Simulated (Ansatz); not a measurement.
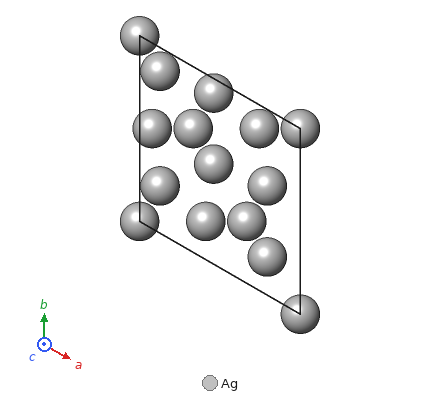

Ag (R3m, No. 160): the end point of a relaxation with DFT PBE, scalar-relativistic, plane waves, PAW in Ansatz; the starting structure was generated, so it need not be a known form of this composition.

```cif
data_structure
_symmetry_space_group_name_H-M 'R3m:H'
_symmetry_Int_Tables_number 160
_cell_length_a 7.3785
_cell_length_b 7.3785
_cell_length_c 7.1740
_cell_angle_alpha 90.000
_cell_angle_beta 90.000
_cell_angle_gamma 120.000
_cell_volume 338.24
loop_
_atom_site_label
_atom_site_type_symbol
_atom_site_symmetry_multiplicity
_atom_site_Wyckoff_symbol
_atom_site_fract_x
_atom_site_fract_y
_atom_site_fract_z
_atom_site_occupancy
Ag1 Ag 3 a 0.00000 0.00000 0.14062 1
Ag2 Ag 9 b 0.74495 0.87247 0.45968 1
Ag3 Ag 3 a 0.00000 0.00000 0.77202 1
```

What will a HAADF-like image along [001] show? The image is simulated as a sum over atoms of Z^1.6, blurred by a 0.89 Å probe (no channelling). Shot noise was added.

Answer. The columns repeat on a hexagonal net with a repeat of 4.26 Å (plane group p31m). The brightest columns hold 2 Ag per repeat; in falling brightness follow 1 Ag (about 50 %). Brightness is counted from the darkest point of the image. The closest visible columns (Ag and Ag) are 1.63 Å apart in projection. Along the beam the structure repeats every 7.17 Å.

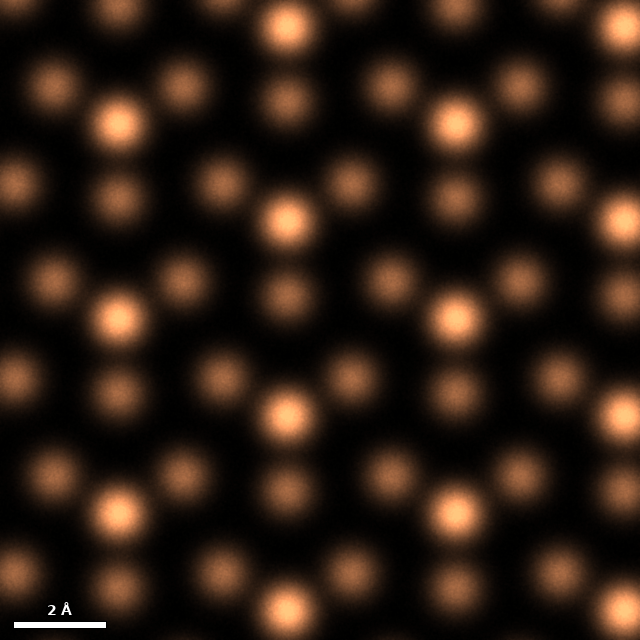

The simulated image.
